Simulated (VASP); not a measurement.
**Geometry relaxation of Pb (part 2 of 2)**

Continued. System: Pb (P6₃/mmc, 2 atoms in the cell). Method: Kohn-Sham DFT of a periodic cell, PBE, VASP PAW PBE potentials, recommended, no spin polarisation (VASP 6.6.1); cutoff 520 eV, 14×14×8 k-mesh, Gaussian smearing of 0.1 eV. The structure derives from an entry of the Crystallography Open Database.

Geometry of the input (Å; fractional positions):
```
3.5377  -0.0000  0.0000
-1.7688  3.0637  0.0000
0.0000  0.0000  5.8694
Pb 0.3333  0.6667  0.2500
Pb 0.6667  0.3333  0.7500
```

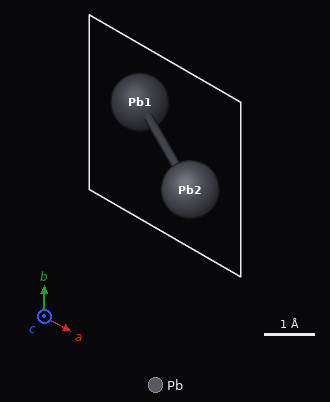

The geometry at step 1 of the log (ball-and-stick view of the cell of the calculation, along the c axis; atoms are numbered from 1 in the order of the input).

**Parts of OUTCAR, continued**
```
 Free energy of the ion-electron system (eV)
  ---------------------------------------------------
  ext. energy  EPLUGINS =         0.00000000
  ---------------------------------------------------
  free energy    TOTEN  =        -7.10082205 eV

  energy without entropy =       -7.09336186  energy(sigma->0) =       -7.09709196

------------------------ aborting loop because EDIFF is reached ----------------------------------------

  FORCE on cell =-STRESS in cart. coord.  units (eV):
  Direction    XX          YY          ZZ          XY          YZ          ZX
  --------------------------------------------------------------------------------------
  -------------------------------------------------------------------------------------
  Total       -0.0108174     -0.0108174     -0.0216960     -0.0000000      0.0000000     -0.0000000
  in kB       -0.2724426     -0.2724426     -0.5464261     -0.0000000      0.0000000     -0.0000000
  external PRESSURE =      -0.3637704 kB  Pullay stress =       0.0000000 kB

 VOLUME and BASIS-vectors are now :
 -----------------------------------------------------------------------------
  energy-cutoff  :      520.00
  volume of cell :       63.61
      direct lattice vectors                 reciprocal lattice vectors
     3.537676908  0.000000000  0.000000000     0.282671376  0.163200395  0.000000000
    -1.768838454  3.063718077  0.000000000     0.000000000  0.326400790  0.000000000
     0.000000000  0.000000000  5.869366751     0.000000000  0.000000000  0.170376131

 POSITION                                       TOTAL-FORCE (eV/Angst)
 -----------------------------------------------------------------------------------
     -0.00000      2.04248      1.46734         0.000000      0.000000      0.000000
      1.76884      1.02124      4.40203        -0.000000      0.000000      0.000000
 -----------------------------------------------------------------------------------
    total drift:                               -0.000005      0.000003      0.000000

  FREE ENERGIE OF THE ION-ELECTRON SYSTEM (eV)
  ---------------------------------------------------
  free  energy   TOTEN  =        -7.1008220496 eV

  energy  without entropy=       -7.0933618641  energy(sigma->0) =       -7.09709196

--------------------------------------- Ionic step        2  -------------------------------------------

 number of electron      27.9999995 magnetization

------------------------ aborting loop because EDIFF is reached ----------------------------------------

  FORCE on cell =-STRESS in cart. coord.  units (eV):
  Direction    XX          YY          ZZ          XY          YZ          ZX
  --------------------------------------------------------------------------------------
  -------------------------------------------------------------------------------------
  Total       -0.0046131     -0.0046131     -0.0113109     -0.0000000      0.0000000      0.0000000
  in kB       -0.1162577     -0.1162577     -0.2850499     -0.0000000      0.0000000      0.0000000
  external PRESSURE =      -0.1725217 kB  Pullay stress =       0.0000000 kB

 VOLUME and BASIS-vectors are now :
 -----------------------------------------------------------------------------
  energy-cutoff  :      520.00
  volume of cell :       63.57
      direct lattice vectors                 reciprocal lattice vectors
     3.537123056 -0.000000000 -0.000000000     0.282715638  0.163225949  0.000000000
    -1.768561528  3.063238428  0.000000000     0.000000000  0.326451898 -0.000000000
    -0.000000000  0.000000000  5.867523762     0.000000000  0.000000000  0.170429646

 POSITION                                       TOTAL-FORCE (eV/Angst)
 -----------------------------------------------------------------------------------
     -0.00000      2.04216      1.46688        -0.000000      0.000000      0.000000
      1.76856      1.02108      4.40064         0.000000     -0.000000      0.000000
 -----------------------------------------------------------------------------------
    total drift:                               -0.000005      0.000003      0.000000

  FREE ENERGIE OF THE ION-ELECTRON SYSTEM (eV)
  ---------------------------------------------------
  free  energy   TOTEN  =        -7.1007700535 eV

  energy  without entropy=       -7.0933293574  energy(sigma->0) =       -7.09704971

--------------------------------------- Ionic step        3  -------------------------------------------

 number of electron      27.9999995 magnetization

 Free energy of the ion-electron system (eV)
  ---------------------------------------------------
  ext. energy  EPLUGINS =         0.00000000
  ---------------------------------------------------
  free energy    TOTEN  =        -7.10077127 eV

  energy without entropy =       -7.09334929  energy(sigma->0) =       -7.09706028

 E-fermi :   6.7469     XC(G=0):  -9.9655     alpha+bet :-11.6923

 val. band max:        6.7381254260   @ k =   0.2143   0.0714   0.0000
 cond. band min:       6.7854622859   @ k =   0.5000  -0.0000   0.1250
 fundamental gap:      0.0473368599
 Fermi energy:         6.7469463956

 k-point     1 :       0.0000    0.0000    0.0000
  band No.  band energies     occupation
      1     -10.2996      2.00000
      2     -10.2872      2.00000
      3     -10.2630      2.00000
      4     -10.2630      2.00000
      5     -10.2464      2.00000
      6     -10.2464      2.00000
      7     -10.1901      2.00000
      8     -10.1901      2.00000
      9     -10.0549      2.00000
     10     -10.0549      2.00000
     11      -4.6805      2.00000
     12      -1.4469      2.00000
     13       2.7643      2.00000
     14      12.2458      0.00000
     15      12.2458      0.00000
     16      13.6701      0.00000
     17      13.8685      0.00000
     18      13.8685      0.00000

 k-point     2 :       0.0714    0.0000    0.0000
  band No.  band energies     occupation
      1     -10.2976      2.00000
      2     -10.2868      2.00000
      3     -10.2571      2.00000
      4     -10.2520      2.00000
      5     -10.2441      2.00000
      6     -10.2357      2.00000
      7     -10.1953      2.00000
      8     -10.1940      2.00000
      9     -10.0622      2.00000
     10     -10.0537      2.00000
     11      -4.5963      2.00000
     12      -1.3821      2.00000
     13       2.8632      2.00000
     14      11.2165      0.00000
     15      11.8799      0.00000
     16      13.1311      0.00000
     17      13.6276      0.00000
     18      13.9677      0.00000

 k-point     3 :       0.1429    0.0000    0.0000
  band No.  band energies     occupation
      1     -10.3120      2.00000
      2     -10.2708      2.00000
      3     -10.2524      2.00000
      4     -10.2216      2.00000
      5     -10.2211      2.00000
      6     -10.2105      2.00000
      7     -10.2056      2.00000
      8     -10.2044      2.00000
      9     -10.0819      2.00000
     10     -10.0507      2.00000
     11      -4.3439      2.00000
     12      -1.1906      2.00000
     13       3.1564      2.00000
     14       9.4002      0.00000
     15      11.1606      0.00000
     16      11.7208      0.00000
     17      13.3710      0.00000
     18      13.8753      0.00000

 k-point     4 :       0.2143    0.0000    0.0000
  band No.  band energies     occupation
      1     -10.3362      2.00000
      2     -10.2635      2.00000
      3     -10.2383      2.00000
      4     -10.2341      2.00000
      5     -10.2187      2.00000
      6     -10.1789      2.00000
      7     -10.1764      2.00000
      8     -10.1615      2.00000
      9     -10.1082      2.00000
     10     -10.0474      2.00000
     11      -3.9252      2.00000
     12      -0.8860      2.00000
     13       3.6331      2.00000
     14       7.5668      0.00000
     15      10.1013      0.00000
     16      10.4212      0.00000
     17      12.6254      0.00000
     18      13.4575      0.00000

 k-point     5 :       0.2857   -0.0000    0.0000
  band No.  band energies     occupation
      1     -10.3620      2.00000
      2     -10.2736      2.00000
      3     -10.2624      2.00000
      4     -10.2335      2.00000
      5     -10.2075      2.00000
      6     -10.1345      2.00000
      7     -10.1315      2.00000
      8     -10.1265      2.00000
      9     -10.1115      2.00000
     10     -10.0447      2.00000
     11      -3.3487      2.00000
     12      -0.5106      2.00000
     13       4.2750      2.00000
     14       5.9196      2.00000
     15       8.4718      0.00000
     16       9.7801      0.00000
     17      11.4621      0.00000
     18      12.9368      0.00000

 [... the levels of 18 k-points are left out ...]

 k-point    24 :       0.3571    0.2857    0.0000
  band No.  band energies     occupation
      1     -10.3399      2.00000
      2     -10.2471      2.00000
      3     -10.2202      2.00000
      4     -10.2097      2.00000
      5     -10.1995      2.00000
      6     -10.1612      2.00000
      7     -10.1397      2.00000
      8     -10.0803      2.00000
      9     -10.0647      2.00000
     10     -10.0629      2.00000
     11      -0.6854      2.00000
     12      -0.2913      2.00000
     13       4.2194      2.00000
     14       6.0453      2.00000
     15       6.1911      2.00000
     16       7.4693      0.00000
     17       7.6893      0.00000
     18       8.2144      0.00000

 [... further k-points ...]

------------------------ aborting loop because EDIFF is reached ----------------------------------------

  FORCE on cell =-STRESS in cart. coord.  units (eV):
  Direction    XX          YY          ZZ          XY          YZ          ZX
  --------------------------------------------------------------------------------------
  -------------------------------------------------------------------------------------
  Total        0.0038047      0.0038047      0.0000051      0.0000000      0.0000000     -0.0000000
  in kB        0.0959410      0.0959410      0.0001284      0.0000000      0.0000000     -0.0000000
  external PRESSURE =       0.0640034 kB  Pullay stress =       0.0000000 kB

 VOLUME and BASIS-vectors are now :
 -----------------------------------------------------------------------------
  energy-cutoff  :      520.00
  volume of cell :       63.54
      direct lattice vectors                 reciprocal lattice vectors
     3.536591291 -0.000000000 -0.000000000     0.282758147  0.163250492  0.000000000
    -1.768295646  3.062777906  0.000000000     0.000000000  0.326500984 -0.000000000
    -0.000000000  0.000000000  5.865754267     0.000000000  0.000000000  0.170481059

 POSITION                                       TOTAL-FORCE (eV/Angst)
 -----------------------------------------------------------------------------------
     -0.00000      2.04185      1.46644         0.000000      0.000000      0.000000
      1.76830      1.02093      4.39932        -0.000000     -0.000000      0.000000
 -----------------------------------------------------------------------------------
    total drift:                               -0.000005      0.000003      0.000000

  FREE ENERGIE OF THE ION-ELECTRON SYSTEM (eV)
  ---------------------------------------------------
  free  energy   TOTEN  =        -7.1007712720 eV

  energy  without entropy=       -7.0933492893  energy(sigma->0) =       -7.09706028

 reached required accuracy - stopping structural energy minimisation
```

**CONTCAR**
```
Pb
   1.00000000000000
     3.5365912911674395   -0.0000000000000178   -0.0000000000000000
    -1.7682956455337506    3.0627779059993938    0.0000000000000000
    -0.0000000000000000    0.0000000000000000    5.8657542667746156
  Pb
     2
Direct
     0.3333333300000021    0.6666666699999979    0.2500000000000000
     0.6666666699999979    0.3333333300000021    0.7500000000000000

  0.00000000E+00  0.00000000E+00  0.00000000E+00
  0.00000000E+00  0.00000000E+00  0.00000000E+00
```

**Trajectory as extended XYZ (Å, eV, eV/Å), 3 frames, from step=0 to step=2**
```
2
Lattice="3.5377 0.0000 0.0000 -1.7688 3.0637 0.0000 0.0000 0.0000 5.8694" Properties=species:S:1:pos:R:3:forces:R:3 step=0 energy=-7.10082
Pb    0.0000    2.0425    1.4673    0.0000   0.0000   0.0000
Pb    1.7688    1.0212    4.4020    0.0000   0.0000   0.0000
2
Lattice="3.5371 -0.0000 -0.0000 -1.7686 3.0632 0.0000 -0.0000 0.0000 5.8675" Properties=species:S:1:pos:R:3:forces:R:3 step=1 energy=-7.10077
Pb    0.0000    2.0422    1.4669    0.0000   0.0000   0.0000
Pb    1.7686    1.0211    4.4006    0.0000   0.0000   0.0000
2
Lattice="3.5366 -0.0000 -0.0000 -1.7683 3.0628 0.0000 -0.0000 0.0000 5.8658" Properties=species:S:1:pos:R:3:forces:R:3 step=2 energy=-7.10077
Pb    0.0000    2.0419    1.4664    0.0000   0.0000   0.0000
Pb    1.7683    1.0209    4.3993    0.0000   0.0000   0.0000
```
